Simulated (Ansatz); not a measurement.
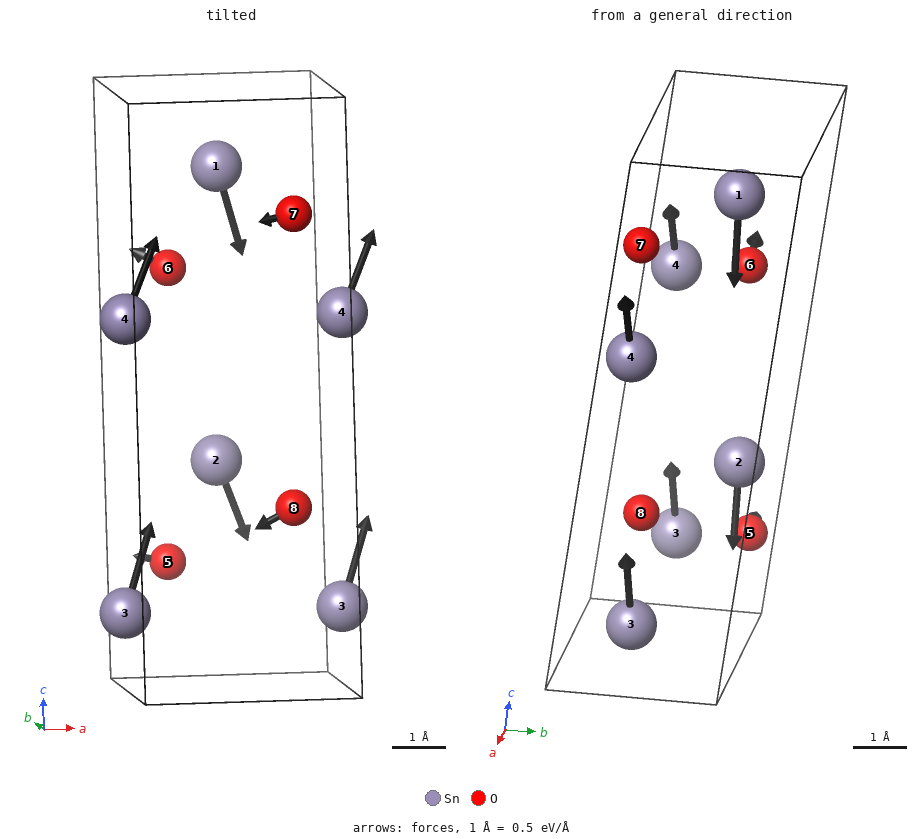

Spheres-only representation of a periodic structure, projected slightly off an axis and from a general direction. Atoms at the boundary of the simulation cell (the box) are drawn once for each face, edge or corner they touch. The arrows are the computed forces on the atoms.

System: SnO. The calculation: DFT r2SCAN, scalar-relativistic, plane waves, PAW (Ansatz 0.2.0), with a 500 eV plane-wave basis, k-grid 6×8×3, Gaussian smearing of 0.05 eV, no spin polarisation.

### Do the forces show a relaxed structure?

No. The atoms still feel forces of up to about 0.68 eV/Å, far above a usual threshold of 0.01 to 0.03 eV/Å.

Provenance: a structure listed in the Materials Project. The cell was then strained or its atoms displaced on purpose. Ansatz was used for an electronic-structure calculation on it.
